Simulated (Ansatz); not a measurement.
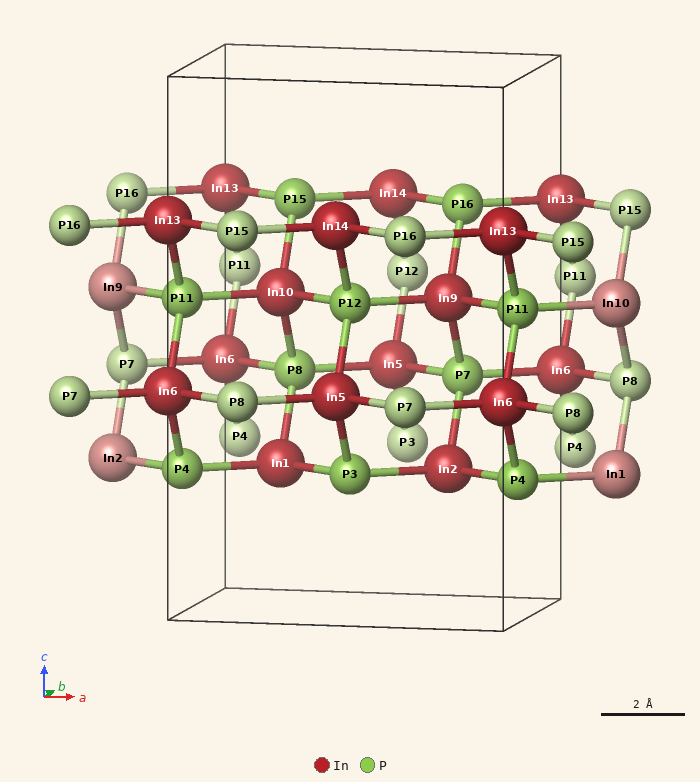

The input geometry (ball-and-stick view of the cell of the calculation, with the vacuum cut short, seen slightly off an axis; neighbours outside the cell are drawn fainter; atoms are numbered from 1 in the order of the input). An atom can appear more than once, as a periodic image.

# Run report: InP, geometry relaxation (part 1 of 3)

- system: InP (slab, 16 atoms in the cell)
- method: DFT PBE+D3(BJ), scalar-relativistic, plane waves, PAW, no spin polarisation (Ansatz 0.2.0)

The structure derives from an entry of the Crystallography Open Database. The input holds or restrains some coordinates. Forces given for the steps count only the free coordinates. It belongs to a series of runs on one base structure; here: clean slab, lower planes held. Figures and captions count atoms from 1; the log counts them from 0 in places.

### Input file
```yaml
crystal:
  lattice:
    - [8.3347933365, 0.0, 0.0]
    - [0.0, 5.893588888, 0.0]
    - [0.0, 0.0, 22.2510950024]
  atoms:
    - { symbol: In, position: [0.25, 0.5, 0.3595328679] }
    - { symbol: In, position: [0.75, 0.5, 0.3595328679] }
    - { symbol: P, position: [0.5, 0.25, 0.3595328679] }
    - { symbol: P, position: [0.0, 0.25, 0.3595328679] }
    - { symbol: In, position: [0.5, 0.0, 0.4531776226] }
    - { symbol: In, position: [0.0, 0.0, 0.4531776226] }
    - { symbol: P, position: [0.75, 0.75, 0.4531776226] }
    - { symbol: P, position: [0.25, 0.75, 0.4531776226] }
    - { symbol: In, position: [0.75, 0.5, 0.5468223774] }
    - { symbol: In, position: [0.25, 0.5, 0.5468223774] }
    - { symbol: P, position: [0.0, 0.25, 0.5468223774] }
    - { symbol: P, position: [0.5, 0.25, 0.5468223774] }
    - { symbol: In, position: [0.0, 0.0, 0.6404671321] }
    - { symbol: In, position: [0.5, 0.0, 0.6404671321] }
    - { symbol: P, position: [0.25, 0.75, 0.6404671321] }
    - { symbol: P, position: [0.75, 0.75, 0.6404671321] }
basis:
  ecutwfc: 420
kpoints:
  mp_grid: { grid: [2, 3, 1] }
hamiltonian:
  xc: pbe
  dispersion: d3bj
scf:
  occupations: { method: gaussian, width: 0.05 }
output:
  forces: true
  eigenvalues: true
  write_density: true
  write_potential: true
  elf: true
  volumetric_format: npy
relax:
  adjacent_minimum: "off"
  f_tol: 0.03
  max_steps: 70
  constraints: [{ sites: [0, 1, 2, 3, 4, 5, 6, 7] }]
efield:
  axis: 3
  dipole_correction: true
  ramp_width: 0.04
```

Hardware: 4 threads of Arm Neoverse V2, 24 GiB of memory available, shared host.

Command:
```bash
ansatz run input.yaml --threads 4 --pin off --max-ram 10240MiB --backend cpu --events-out ev --progress --plain --runs-dir out
```

### The program's output
```
Engine: ansatz 0.2.0, aarch64-unknown-linux-gnu
Pseudopotentials: kind: paw
Pseudopotential: In, paw, valence charge 13, recommended cutoff 420 eV (normal), In.paw.azcp
Pseudopotential: P, paw, valence charge 5, recommended cutoff 420 eV (normal), P.paw.azcp
Functional definition: PBE
  parameter kappa = 0.804
  parameter beta = 0.06672455060314922
  exchange = pbe_x(kappa = kappa, mu = beta*pi^2/3)
  correlation = pbe_c(beta = beta)
Crystal: 16 atoms, lattice volume = 1093.015 Å³
Basis set: ecut = 420 eV, 21355 PW (Γ), exchange–correlation on 120×80×300 points (8 copies of the dense FFT grid, shifted against one another)
Bands: 88, of which v1, the nominal top of the filled ones, is band 72 counted from 1 (71 counted from 0)
Symmetry: 4 space group operations
k-points: 4 of 6 (time reversal used)
Non-local potential: In, projectors of the file, l = 0: 2, l = 1: 2, l = 2: 2, l = 3: 2
Non-local potential: P, projectors of the file, l = 0: 2, l = 1: 2, l = 2: 2
PAW form: soft (Blöchl's): semilocal exchange-correlation on the pseudo side does not see the compensation charge
PAW one-centre angular grid: In, 590 points (default); XC on 64 Gauss nodes
PAW one-centre angular grid: P, 110 points (default); XC on 64 Gauss nodes
Initial density: superposition of atomic densities (neutral atoms: chi_scale 0, normalization atom), corrected by the library's trained network
Initial wavefunctions: pseudopotential atomic-orbital guess
Functional: x = pbe(κ = 0.804, μ = 0.2195149727645171), c = pbe(β = 0.06672455060314922)
SCF iter   1: F=—  HF=-50829.639978 eV  |F-HF|=—  |Δ(HF+E_count)|=         —  Δρ=1.25e-3  dr2=5.78e-2  ethr=1.77e-3  p=0.000 e·Å  D=7.26e-14 V/Å  ΔV_dip=-0.00 eV  dr2_dipole=3.63e-8  V_vac-E_F(+/−)=4.43/4.43 eV  ⟨swp⟩=8.5  Hψ=1567  notcnv=0  defer=15
efield: sawtooth ramp at fractional position 0.9800 (placed from the atoms, in the widest stretch of the axis that holds none; the zero of the levels goes with the place), width 0.0400; the density the first Hamiltonian is built on has a dipole p = 0.000 e·Å; the dipole correction subtracts the counter field D = 7.26e-14 V/Å, which shifts the + side's vacuum level by -0.00 eV against the − side's; the planar-averaged density in the ramp window peaks in size at 3.9e-6 e/Å³
preconditioner: auto → Resta (q_TF=auto, 1.946 Å⁻¹)  ε∞=2.1  [insulator: Δε(μ)=0.582 eV  Ē_g=12.679 eV  σ=0.050 eV  W_gap=1.00  n_scr=142 (ndim 8)  ℏωp=13.5 eV  f_vac=0.562  D(μ)=0.00/eV (n_scr^D=0)  ε∞_Penn≈2.1  vacuum switching on, ρ_ref=1.2e-2 e/Å³]
SCF iter   2: F=—  HF=-50829.636977 eV  |F-HF|=—  |Δ(HF+E_count)|=   3.00e-3  Δρ=8.48e-4  dr2=2.75e-2  ethr=4.01e-5  p=0.000 e·Å  D=2.54e-5 V/Å  ΔV_dip=-0.00 eV  dr2_dipole=7.86e-7  V_vac-E_F(+/−)=4.48/4.48 eV  ⟨swp⟩=3.0  Hψ=725  notcnv=0  defer=48
SCF iter   3: F=—  HF=-50829.633885 eV  |F-HF|=—  |Δ(HF+E_count)|=   3.09e-3  Δρ=4.24e-4  dr2=2.29e-3  ethr=1.91e-5  p=-0.000 e·Å  D=-5.09e-5 V/Å  ΔV_dip=0.00 eV  dr2_dipole=2.01e-6  V_vac-E_F(+/−)=4.43/4.43 eV  ⟨swp⟩=2.0  Hψ=375  notcnv=0  defer=48
SCF iter   4: F=—  HF=-50829.635099 eV  |F-HF|=—  |Δ(HF+E_count)|=   1.21e-3  Δρ=1.38e-4  dr2=7.42e-4  ethr=1.59e-6  p=0.002 e·Å  D=3.89e-4 V/Å  ΔV_dip=-0.01 eV  dr2_dipole=1.29e-4  V_vac-E_F(+/−)=4.42/4.43 eV  ⟨swp⟩=2.0  Hψ=432  notcnv=0  defer=48
SCF iter   5: F=—  HF=-50829.635222 eV  |F-HF|=—  |Δ(HF+E_count)|=   1.22e-4  Δρ=9.08e-5  dr2=1.34e-3  ethr=5.15e-7  p=-0.005 e·Å  D=-8.76e-4 V/Å  ΔV_dip=0.02 eV  dr2_dipole=6.60e-4  V_vac-E_F(+/−)=4.43/4.41 eV  ⟨swp⟩=2.0  Hψ=386  notcnv=0  defer=48  recentre
SCF iter   6: F=—  HF=-50829.635113 eV  |F-HF|=—  |Δ(HF+E_count)|=   1.09e-4  Δρ=6.04e-5  dr2=1.40e-4  ethr=5.15e-7  p=0.001 e·Å  D=2.11e-4 V/Å  ΔV_dip=-0.00 eV  dr2_dipole=3.63e-5  V_vac-E_F(+/−)=4.42/4.42 eV  ⟨swp⟩=2.0  Hψ=365  notcnv=0  defer=48
SCF iter   7: F=-50829.635128 eV  HF=-50829.635129 eV  |F-HF|=3.69e-7  |Δ(HF+E_count)|=   1.61e-5  Δρ=1.68e-5  dr2=7.86e-6  ethr=1.56e-8  p=0.000 e·Å  D=2.10e-5 V/Å  ΔV_dip=-0.00 eV  dr2_dipole=5.76e-7  V_vac-E_F(+/−)=4.42/4.42 eV  ⟨swp⟩=22.0  Hψ=4156  notcnv=0
SCF 1 converged in 7 iterations: F = -50829.635128 eV  dr2 = 7.86e-6
  greatest PAW one-centre occupation: 0.982 electrons in one spin orbital (limit 2), on the In atom at site 1 (counted from 0), in its partial waves of l = 2
relax step   1: F+E_penalty+E_count = -50829.63512845 eV  Δ(F+E_penalty+E_count) = +0.000e0 eV  max|allowed force component| = 1.003e0 eV/Å  Δτ_max = 0.0000 Å  (7 SCF iters, dr2 threshold 2.25e-5 eV, accepted)
Initial density: handed on by an earlier stage of this run
Initial wavefunctions: those handed on with the density
iter 1 solved again at ethr=6.85e-5 eV; its pass at ethr=3.10e-3 eV (dr2=9.86e-2 eV) is discarded
SCF iter   1: F=—  HF=-50830.342220 eV  |F-HF|=—  |Δ(HF+E_count)|=         —  Δρ=3.44e-3  dr2=9.91e-2  ethr=6.85e-5  p=0.000 e·Å  D=2.10e-5 V/Å  ΔV_dip=-0.00 eV  dr2_dipole=4.90e-4  V_vac-E_F(+/−)=4.39/4.39 eV  ⟨swp⟩=2.0  Hψ=1384  notcnv=0  defer=46
efield: sawtooth ramp at fractional position 0.9800 (handed on by an earlier solve), width 0.0400; the density the first Hamiltonian is built on has a dipole p = 0.000 e·Å; the dipole correction subtracts the counter field D = 2.10e-5 V/Å, which shifts the + side's vacuum level by -0.00 eV against the − side's; the planar-averaged density in the ramp window peaks in size at 1.9e-7 e/Å³
preconditioner: auto → Resta (q_TF=auto, 1.946 Å⁻¹)  ε∞=2.1  [insulator: Δε(μ)=0.711 eV  Ē_g=12.709 eV  σ=0.050 eV  W_gap=1.00  n_scr=142 (ndim 8)  ℏωp=13.5 eV  f_vac=0.567  D(μ)=0.00/eV (n_scr^D=0)  ε∞_Penn≈2.1  vacuum switching on, ρ_ref=1.2e-2 e/Å³]
SCF iter   2: F=—  HF=-50830.318410 eV  |F-HF|=—  |Δ(HF+E_count)|=   2.38e-2  Δρ=1.58e-3  dr2=1.93e-2  ethr=6.85e-5  p=-0.024 e·Å  D=-4.00e-3 V/Å  ΔV_dip=0.09 eV  dr2_dipole=8.68e-4  V_vac-E_F(+/−)=4.50/4.41 eV  ⟨swp⟩=2.0  Hψ=542  notcnv=0  defer=46
SCF iter   3: F=—  HF=-50830.318794 eV  |F-HF|=—  |Δ(HF+E_count)|=   3.85e-4  Δρ=5.67e-4  dr2=3.45e-2  ethr=1.34e-5  p=-0.073 e·Å  D=-1.21e-2 V/Å  ΔV_dip=0.27 eV  dr2_dipole=1.28e-2  V_vac-E_F(+/−)=4.61/4.34 eV  ⟨swp⟩=2.5  Hψ=611  notcnv=0  defer=46
SCF iter   4: F=—  HF=-50830.317165 eV  |F-HF|=—  |Δ(HF+E_count)|=   1.63e-3  Δρ=3.65e-4  dr2=2.08e-2  ethr=1.34e-5  p=-0.020 e·Å  D=-3.33e-3 V/Å  ΔV_dip=0.07 eV  dr2_dipole=1.10e-2  V_vac-E_F(+/−)=4.52/4.45 eV  ⟨swp⟩=2.0  Hψ=402  notcnv=0  defer=48
SCF iter   5: F=—  HF=-50830.315080 eV  |F-HF|=—  |Δ(HF+E_count)|=   2.08e-3  Δρ=1.45e-4  dr2=1.86e-3  ethr=1.34e-5  p=-0.041 e·Å  D=-6.86e-3 V/Å  ΔV_dip=0.15 eV  dr2_dipole=8.04e-4  V_vac-E_F(+/−)=4.58/4.42 eV  ⟨swp⟩=1.0  Hψ=394  notcnv=0  defer=48
SCF iter   6: F=—  HF=-50830.314908 eV  |F-HF|=—  |Δ(HF+E_count)|=   1.72e-4  Δρ=5.32e-5  dr2=9.50e-5  ethr=1.29e-6  p=-0.048 e·Å  D=-7.93e-3 V/Å  ΔV_dip=0.18 eV  dr2_dipole=3.40e-5  V_vac-E_F(+/−)=4.59/4.41 eV  ⟨swp⟩=2.0  Hψ=364  notcnv=0  defer=48
SCF iter   7: F=-50830.314910 eV  HF=-50830.314913 eV  |F-HF|=2.94e-6  |Δ(HF+E_count)|=   4.74e-6  Δρ=1.97e-5  dr2=8.29e-6  ethr=4.37e-8  p=-0.049 e·Å  D=-8.17e-3 V/Å  ΔV_dip=0.18 eV  dr2_dipole=1.45e-6  V_vac-E_F(+/−)=4.59/4.41 eV  ⟨swp⟩=25.5  Hψ=4305  notcnv=0
SCF 2 converged in 7 iterations: F = -50830.314910 eV  dr2 = 8.29e-6
relax step   2: F+E_penalty+E_count = -50830.31491024 eV  Δ(F+E_penalty+E_count) = -6.798e-1 eV  max|allowed force component| = 6.442e-1 eV/Å  Δτ_max = 0.1949 Å  (7 SCF iters, dr2 threshold 6.29e-5 eV, accepted)
SCF iter   1: F=—  HF=-50830.604644 eV  |F-HF|=—  |Δ(HF+E_count)|=         —  Δρ=3.23e-3  dr2=7.89e-2  ethr=5.26e-4  p=-0.049 e·Å  D=-8.17e-3 V/Å  ΔV_dip=0.18 eV  dr2_dipole=1.39e-3  V_vac-E_F(+/−)=4.56/4.38 eV  ⟨swp⟩=5.8  Hψ=1075  notcnv=0  defer=45
efield: sawtooth ramp at fractional position 0.9800 (handed on by an earlier solve), width 0.0400; the density the first Hamiltonian is built on has a dipole p = -0.049 e·Å; the dipole correction subtracts the counter field D = -8.17e-3 V/Å, which shifts the + side's vacuum level by +0.18 eV against the − side's; the planar-averaged density in the ramp window peaks in size at 9.8e-8 e/Å³
preconditioner: auto → Resta (q_TF=auto, 1.946 Å⁻¹)  ε∞=2.1  [insulator: Δε(μ)=0.731 eV  Ē_g=12.718 eV  σ=0.050 eV  W_gap=1.00  n_scr=142 (ndim 8)  ℏωp=13.5 eV  f_vac=0.569  D(μ)=0.00/eV (n_scr^D=0)  ε∞_Penn≈2.1  vacuum switching on, ρ_ref=1.2e-2 e/Å³]
SCF iter   2: F=—  HF=-50830.590608 eV  |F-HF|=—  |Δ(HF+E_count)|=   1.40e-2  Δρ=1.45e-3  dr2=4.52e-2  ethr=5.48e-5  p=-0.020 e·Å  D=-3.30e-3 V/Å  ΔV_dip=0.07 eV  dr2_dipole=1.89e-2  V_vac-E_F(+/−)=4.53/4.45 eV  ⟨swp⟩=2.2  Hψ=716  notcnv=0  defer=45
SCF iter   3: F=—  HF=-50830.602320 eV  |F-HF|=—  |Δ(HF+E_count)|=   1.17e-2  Δρ=1.06e-3  dr2=1.50e-1  ethr=3.14e-5  p=-0.144 e·Å  D=-2.38e-2 V/Å  ΔV_dip=0.53 eV  dr2_dipole=7.28e-2  V_vac-E_F(+/−)=4.81/4.28 eV  ⟨swp⟩=2.8  Hψ=418  notcnv=0  defer=45  recentre
SCF iter   4: F=—  HF=-50830.584900 eV  |F-HF|=—  |Δ(HF+E_count)|=   1.74e-2  Δρ=2.70e-4  dr2=1.30e-3  ethr=3.14e-5  p=-0.070 e·Å  D=-1.15e-2 V/Å  ΔV_dip=0.26 eV  dr2_dipole=2.94e-4  V_vac-E_F(+/−)=4.67/4.42 eV  ⟨swp⟩=2.0  Hψ=427  notcnv=0  defer=45
SCF iter   5: F=—  HF=-50830.584862 eV  |F-HF|=—  |Δ(HF+E_count)|=   3.76e-5  Δρ=9.55e-5  dr2=1.44e-4  ethr=9.01e-7  p=-0.077 e·Å  D=-1.28e-2 V/Å  ΔV_dip=0.28 eV  dr2_dipole=7.69e-7  V_vac-E_F(+/−)=4.69/4.41 eV  ⟨swp⟩=2.2  Hψ=507  notcnv=0  defer=45
SCF iter   6: F=—  HF=-50830.584894 eV  |F-HF|=—  |Δ(HF+E_count)|=   3.15e-5  Δρ=4.22e-5  dr2=3.37e-5  ethr=9.98e-8  p=-0.077 e·Å  D=-1.28e-2 V/Å  ΔV_dip=0.28 eV  dr2_dipole=1.58e-7  V_vac-E_F(+/−)=4.70/4.41 eV  ⟨swp⟩=2.2  Hψ=538  notcnv=0  defer=45
SCF iter   7: F=-50830.584899 eV  HF=-50830.584901 eV  |F-HF|=1.79e-6  |Δ(HF+E_count)|=   7.33e-6  Δρ=1.75e-5  dr2=6.02e-6  ethr=1.80e-8  p=-0.077 e·Å  D=-1.28e-2 V/Å  ΔV_dip=0.28 eV  dr2_dipole=1.02e-8  V_vac-E_F(+/−)=4.70/4.41 eV  ⟨swp⟩=25.5  Hψ=4292  notcnv=0
SCF 3 converged in 7 iterations: F = -50830.584899 eV  dr2 = 6.02e-6
relax step   3: F+E_penalty+E_count = -50830.58489915 eV  Δ(F+E_penalty+E_count) = -2.700e-1 eV  max|allowed force component| = 1.817e-1 eV/Å  Δτ_max = 0.1948 Å  (7 SCF iters, dr2 threshold 2.59e-5 eV, accepted)
```
